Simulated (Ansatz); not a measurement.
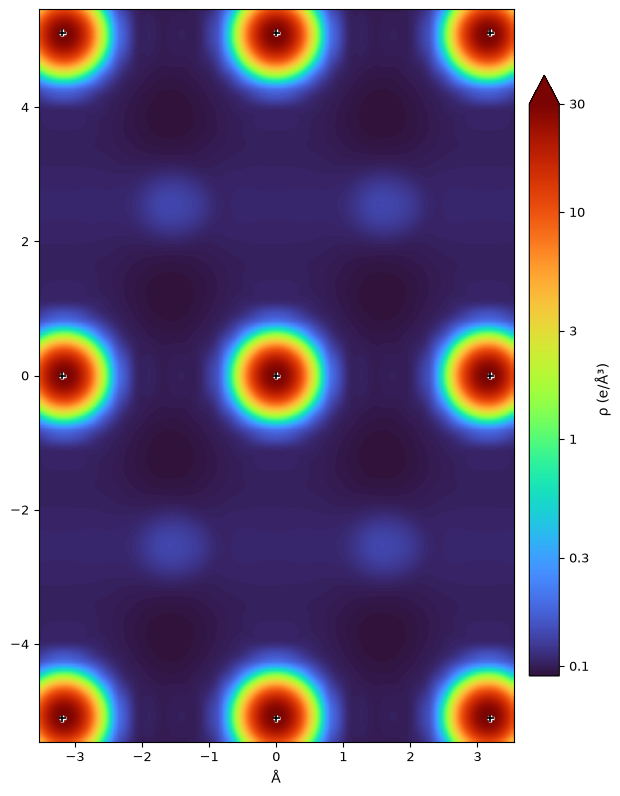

The valence pseudo-density on a plane through atoms (crosses mark nuclei in the plane).

Theory: DFT PBEsol, scalar-relativistic, plane waves, PAW (Ansatz).

Candidates:
A. Mg, a = 3.19 Å, b = 3.19 Å, c = 5.11 Å, α = 90.00°, β = 90.00°, γ = 120.00°. Space group P6₃/mmc.
B. SnTe, a = 6.29 Å, b = 6.29 Å, c = 6.29 Å, α = 90.00°, β = 90.00°, γ = 90.00°. Space group Fm-3m.
C. Li2Se, a = 5.94 Å, b = 5.94 Å, c = 5.94 Å, α = 90.00°, β = 90.00°, γ = 90.00°. Space group Fm-3m.

Question: Which system is this?

Answer: Candidate A: Mg on the (100) plane of the conventional cell, which holds Mg.
